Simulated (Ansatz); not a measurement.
# Quasiparticle gap of WSeS (P-3m1), part 2 of 3

Aim: the quasiparticle gap of WSeS (P-3m1), starting from LDA.

Ansatz 0.2.0; LDA, then G0W0 on it, plane waves, PAW. Known limits of the many-body steps: finite bands, screening cutoff and k mesh; no spin-orbit coupling in G0W0.

So far. Step 2 (The LDA band structure): Over mesh and path the gap is 1.044 eV, from k = Γ to k = (0.167, 0.167, 0.000). The least direct gap found is 1.609 eV, at k = (0.333, 0.333, 0.000). The pressure in this cell is -5 GPa; the cell is kept.

## Step 3: One-shot GW

G0W0 replaces the xc potential by a self-energy built once from the orbitals of the start. Levels are corrected in the window of bands that the input names, at points of the mesh.

This step: G0W0 on LDA, plane waves, PAW.

input.yaml reads:

```yaml
crystal:
  lattice:
    - [3.2481130316, 0.0, 0.0]
    - [-1.6240565158, 2.8129483997, 0.0]
    - [0.0, 0.0, 13.4587627587]
  atoms:
    - { symbol: W, position: [0.33333333, 0.66666667, 0.25684664] }
    - { symbol: W, position: [0.66666667, 0.33333333, 0.74315336] }
    - { symbol: Se, position: [0.33333333, 0.66666667, 0.86927589] }
    - { symbol: Se, position: [0.66666667, 0.33333333, 0.13072411] }
    - { symbol: S, position: [0.66666667, 0.33333333, 0.37023793] }
    - { symbol: S, position: [0.33333333, 0.66666667, 0.62976207] }
kpoints:
  mp_grid: { grid: [9, 9, 2] }
hamiltonian:
  xc: lda
  pseudopotentials: { kind: paw, source: ansatz }
scf:
  occupations: { method: fixed }
gw:
  n_empty_bands: 1238
  ecut_chi: 270.0
  qp_bands: [v2, c2]
  qp_kpoints: band_edges
  screening: { model: contour_deformation }
```

Started as:

```sh
$ ansatz run input.yaml --threads 4 --pin off --max-ram 138240MiB --backend cuda --events-out ev --progress --plain --runs-dir out --devices 1 --max-vram 26GiB
```

Numbers of over 12 decimals in the logs are rounded to 6 here.

Log:

```text
GPUs: using 1 of 1 available (devices: 1).
[...]
GPU FFT provider: cuFFT
GPU libraries: cuBLAS 13.8.2, cuFFT 12.4.0, cuSOLVER 12.3.4
Crystal: 6 atoms, lattice volume = 122.970 Å³
Basis set: ecut = 760 eV, 5875 PW (Γ)
Bands: 60, of which v1, the nominal top of the filled ones, is band 50 counted from 1 (49 counted from 0)
Symmetry: 12 space group operations
[...]
k-points: 24 of 162
[...]
GPU buffer pool allocated for 186624 grid points (all kernels)
[...]
SCF iter   1: F=—  HF=-47761.407739 eV  |F-HF|=—  |Δ(HF+E_count)|=         —  Δρ=4.05e-2  dr2=9.16e0  ethr=3.10e-3  ⟨swp⟩=5.0  Hψ=4971  notcnv=0  defer=123
[...]
SCF iter  11: F=-47759.900645 eV  HF=-47759.900645 eV  |F-HF|=1.20e-8  |Δ(HF+E_count)|=   1.12e-7  Δρ=2.63e-6  dr2=1.74e-8  ethr=1.00e-10  ⟨swp⟩=12.1  Hψ=5480  notcnv=0
SCF 1 converged in 11 iterations: F = -47759.900645 eV  dr2 = 1.74e-8
[...]
NSCF: frozen V_eff on 24 k-points, pencils in batches of 32, up to order 240
the band table was solved once the SCF had ended and its energy, with any forces and stress, was formed, with the checks that follow a solve (5498 applications of the Hamiltonian). They found nothing against the state; the energy, forces and stress were not computed again (output.eigenvalues in the input reference)
[...]
NSCF: frozen V_eff on 24 k-points
G₀W₀ screening: q 1/24
[... further progress lines ...]
[...]
SCF converged after 11 iterations
Free energy (F): -47759.900645 eV
[...]
Internal energy: -47759.900645 eV  (E = F + TS)
E sigma→0 (E₀):  -47759.900645 eV
Fermi energy:    12.408055 eV
[...]
--- Band table (eV; the first three rows and the last of 24) ---
  k-point 0: bands = [... 46 lower, 10.6497, 10.6915, 11.5375, 12.4081, 14.8723, 14.8723, 14.8859, 14.8859, ... 6 higher]
  k-point 1: bands = [... 46 lower, 10.6427, 10.6427, 11.9280, 12.2955, 14.8703, 14.8703, 14.8855, 14.8855, ... 6 higher]
  k-point 2: bands = [... 46 lower, 10.5189, 11.0703, 11.5455, 12.1375, 14.4134, 14.6362, 14.6731, 14.8485, ... 6 higher]
  k-point 23: bands = [... 46 lower, 9.6860, 9.6860, 11.8972, 11.9588, 13.6028, 13.6028, 14.9513, 15.0672, ... 6 higher]
--- G₀W₀: contour deformation, 8 samples at zero and on the imaginary axis and 2 off it, 162 q-points, 1238 empty bands' worth ---
  eigenvalues of the whole cell's RPA ε∞ on this k-mesh (on a slab, of 1 + 4πα/V) = 5.0438, 13.5532, 13.5532; static W/v taken at q = 0 is 0.093629
  gw.qp_kpoints: band_edges: 18 of 24 stored k-points solved, in 1 pass; an edge of the gap read off the rows below is read off those points alone
    valence top: of the k-points left out ik 16 came nearest to being solved in a further pass, in band 50 (counted from 1, as in the quasiparticle table): it holds the edge there only if its correction is more favourable than any solved in that band by at least 0.826 eV; those differ by 0.100 eV
    conduction bottom: of the k-points left out ik 15 came nearest to being solved in a further pass, in band 51 (counted from 1, as in the quasiparticle table): it holds the edge there only if its correction is more favourable than any solved in that band by at least 0.537 eV; those differ by 0.057 eV
    ik  band        ε_KS         Σx   Σc(E_QP)       V_xc       Z   E_QP_lin       E_QP  E_QP is
     0    49     11.5375   -17.7429     0.6056   -16.8732  0.7432    11.2723    11.2735  root
     0    50     12.4081   -19.1941     0.1841   -18.7444  0.7458    12.1417    12.1425  root
     0    51     14.8723   -13.8294    -4.5461   -18.6208  0.7477    15.1188    15.1177  root
     0    52     14.8723   -13.8294    -4.5461   -18.6208  0.7477    15.1188    15.1177  root
     1    49     11.9280   -18.6776     0.3350   -18.0867  0.7472    11.6713    11.6721  root
     1    50     12.2955   -18.9107     0.3847   -18.2236  0.7461    11.9920    11.9930  root
     1    51     14.8703   -13.8193    -4.5431   -18.6058  0.7472    15.1149    15.1137  root
     1    52     14.8703   -13.8193    -4.5431   -18.6058  0.7472    15.1149    15.1137  root
     2    49     11.5455   -18.1314     0.6412   -17.2229  0.7426    11.2770    11.2782  root
     2    50     12.1375   -19.1501     0.3696   -18.5066  0.7453    11.8626    11.8635  root
     2    51     14.4134   -13.3628    -4.3175   -17.8685  0.7546    14.6023    14.6017  root
     2    52     14.6362   -13.7682    -4.5183   -18.5322  0.7525    14.8830    14.8819  root
     3    49     11.7972   -18.8648     0.4200   -18.1909  0.7458    11.5424    11.5433  root
     3    50     12.0923   -19.0019     0.5147   -18.1821  0.7453    11.7861    11.7873  root
     3    51     14.4759   -13.6071    -4.3716   -18.1936  0.7564    14.6917    14.6909  root
     3    52     14.6207   -13.5376    -4.3946   -18.0987  0.7443    14.7878    14.7873  root
     4    49     11.2630   -18.7307     0.8226   -17.6444  0.7386    10.9980    10.9993  root
     4    50     11.4020   -18.8575     0.8156   -17.7501  0.7409    11.1087    11.1102  root
     4    51     13.7330   -12.8616    -4.1568   -17.2167  0.7604    13.9319    13.9313  root
     4    52     14.4660   -14.0480    -4.4904   -18.7397  0.7431    14.6682    14.6674  root
     5    49     11.2888   -18.8720     0.7451   -17.8750  0.7396    11.0357    11.0369  root
     5    50     11.4123   -18.8905     0.8086   -17.7913  0.7408    11.1202    11.1217  root
     5    51     13.9376   -13.4717    -4.2514   -17.9393  0.7581    14.1545    14.1537  root
     5    52     14.2106   -13.3847    -4.3483   -17.9156  0.7480    14.3937    14.3931  root
     6    49     10.7618   -18.2622     1.0968   -16.8888  0.7343    10.4833    10.4852  root
     6    50     10.9192   -18.5819     1.0607   -17.2345  0.7366    10.6307    10.6325  root
     6    51     13.9703   -13.3589    -4.4146   -17.9952  0.7517    14.1929    14.1921  root
     6    52     14.3407   -15.2548    -4.6182   -20.1126  0.7382    14.5815    14.5804  root
    10    49     11.4347   -18.7482     0.7653   -17.7100  0.7404    11.1606    11.1619  root
    10    50     11.6668   -19.0506     0.7195   -18.0299  0.7431    11.3643    11.3657  root
    10    51     13.7857   -12.9618    -4.0985   -17.2509  0.7613    13.9768    13.9763  root
    10    52     14.3787   -13.9371    -4.3831   -18.5271  0.7493    14.5863    14.5855  root
    11    49     11.4891   -19.0250     0.6307   -18.1448  0.7414    11.2386    11.2396  root
    11    50     11.6709   -19.0573     0.7261   -18.0280  0.7431    11.3663    11.3676  root
    11    51     13.9488   -13.5483    -4.2006   -17.9659  0.7600    14.1665    14.1658  root
    11    52     14.2068   -13.3485    -4.2493   -17.7714  0.7501    14.3809    14.3804  root
    12    49     11.1731   -19.1748     0.9286   -17.9542  0.7397    10.8795    10.8811  root
    12    50     11.2157   -19.1725     0.9641   -17.8967  0.7405    10.9022    10.9040  root
    12    51     13.5376   -12.9579    -4.0385   -17.1965  0.7610    13.7382    13.7377  root
    12    52     14.1717   -14.1438    -4.4047   -18.7712  0.7474    14.3953    14.3944  root
[...]
21    49     11.5885   -18.5311     0.3599   -17.9316  0.7486    11.3482    11.3490  root
    21    50     11.6232   -18.6269     0.3548   -18.0304  0.7484    11.3807    11.3815  root
    21    51     14.0156   -15.3068    -4.3545   -19.8805  0.7414    14.2357    14.2348  root
    21    52     14.1164   -15.8083    -4.4501   -20.4811  0.7366    14.3401    14.3392  root
    22    49     11.8680   -18.3882     0.0585   -18.1145  0.7512    11.6523    11.6528  root
    22    50     11.9956   -18.7931    -0.0098   -18.5908  0.7506    11.7831    11.7836  root
    22    51     13.6033   -15.7127    -4.1289   -20.0797  0.7452    13.8423    13.8415  root
    22    52     13.6033   -15.7127    -4.1289   -20.0797  0.7452    13.8423    13.8415  root
    23    49     11.8972   -18.4541     0.0337   -18.2073  0.7513    11.6836    11.6840  root
    23    50     11.9588   -18.6780     0.0144   -18.4502  0.7506    11.7449    11.7454  root
    23    51     13.6028   -15.7109    -4.1288   -20.0778  0.7452    13.8417    13.8409  root
    23    52     13.6028   -15.7109    -4.1288   -20.0778  0.7452    13.8417    13.8409  root
```

Elapsed: 8.6 min, on 1 × NVIDIA H100 80GB HBM3 (shared by 3 runs) with 4 threads of AMD EPYC 7R13 (Zen 3), shared host; peak memory 12 GiB.

Numbers from this step:

```
bands summed                                    : 1288
RPA ε∞ on this mesh (eigenvalues)               : 5.044, 13.55, 13.55
plane waves in the screening matrix             : 1279
q-points in the mesh                            : 162
G0W0 gap over the corrected points              : 1.595 eV
k of the valence top                            : 0, 0, 0
k of the conduction bottom                      : 0.1111, 0.2222, 0
starting gap on the mesh                        : 1.130 eV
Z at the valence top                            : 0.7458
Z at the conduction bottom                      : 0.7610
least direct G0W0 gap over the corrected points : 2.058 eV
```

Over 18 of 24 irreducible mesh points the G0W0 gap is 1.595 eV, from k = Γ to k = (0.111, 0.222, 0.000). The LDA gap of this run on the mesh is 1.130 eV. The two states that bound the G0W0 gap lie that far apart at the start, so the correction of the gap is 1.595 − 1.130 = +0.465 eV. The start of this run differs from the step before in mesh (12×12×2 and 9×9×2), files (soft_1 PAW and hard PAW) and plane-wave cutoff (420 eV and 760 eV).

Labels follow the order of the start: v1 is the top filled band, c1 the lowest empty one; levels that stay degenerate share a row, the window can cut a multiplet, doubted levels are not marked in this list, bands outside the window were not corrected, and the list may be a part of the corrected levels. Levels before and after the correction, in eV, zero at the valence-band top of each column:

```
           conduction bottom  valence top
Kohn-Sham               1.13         0.00
     G0W0               1.60         0.00
```

```
                        level  occupation  energy (eV)
Kohn-Sham                Γ v2           2       -0.871
Kohn-Sham                Γ v1           2        0.000
Kohn-Sham             Γ c1-c2           0        2.464
Kohn-Sham  (0.111 0.222 0) v2           2       -1.235
Kohn-Sham  (0.111 0.222 0) v1           2       -1.192
Kohn-Sham  (0.111 0.222 0) c1           0        1.130
Kohn-Sham  (0.111 0.222 0) c2           0        1.764
     G0W0                Γ v2           2       -0.869
     G0W0                Γ v1           2        0.000
     G0W0             Γ c1-c2           0        2.975
     G0W0  (0.111 0.222 0) v2           2       -1.261
     G0W0  (0.111 0.222 0) v1           2       -1.238
     G0W0  (0.111 0.222 0) c1           0        1.595
     G0W0  (0.111 0.222 0) c2           0        2.252
```

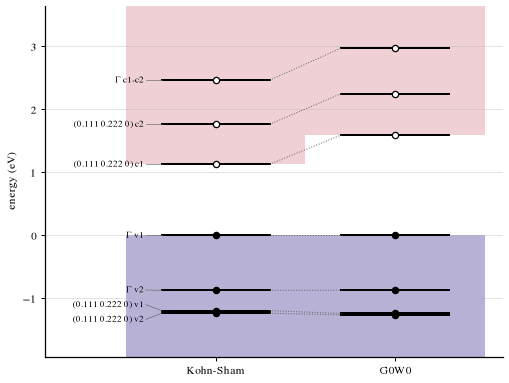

Levels before and after the correction. Shaded: valence and conduction bands. Filled marks are occupied levels, open marks empty ones.

The parts of the quasiparticle energy for the two states that bound the G0W0 gap, in eV on the run's own scale (QP = start + Σx + Σc − Vxc, with Σc at the quasiparticle energy):

```
             edge                      k  band   start       Σx      Σc      Vxc      Z      QP
      valence top                      Γ    50  12.408  −19.194   0.184  −18.744  0.746  12.143
conduction bottom  (0.111, 0.222, 0.000)    51  13.538  −12.958  −4.038  −17.197  0.761  13.738
```

(Part 2 of 3 ends here.)

[Paths, hosts, dates, memory and timing lines, banners, echoed tables and standing remarks are left out of the program output.]

[Logs are printed without paths, hosts, clocks, repeated set-up lines and the standing remarks that a program may print on its own settings, such as how far it seeks lower states.]

[Runs of the session that timed out or met a known fault of the program may be left out.]

[Cells called generated may have been cut or substituted from an entry of the Crystallography Open Database or the Materials Project.]

[Hosts, paths, dates, database ids (printed as entryN), source tags and the programs' standing remarks are cut or masked in the printed files.]

[Where an RPA ε∞ is given, it is that of the G0W0 mesh and is not shown converged in it. Names of k-points follow the symmetry that the program found, which can be lower than the space group named. Band edges on a path are those of the sampled points; other points can move an edge, and change direct to indirect where valleys lie close.]

[Hybrid gaps are those of their k-mesh and are not shown converged in it.]
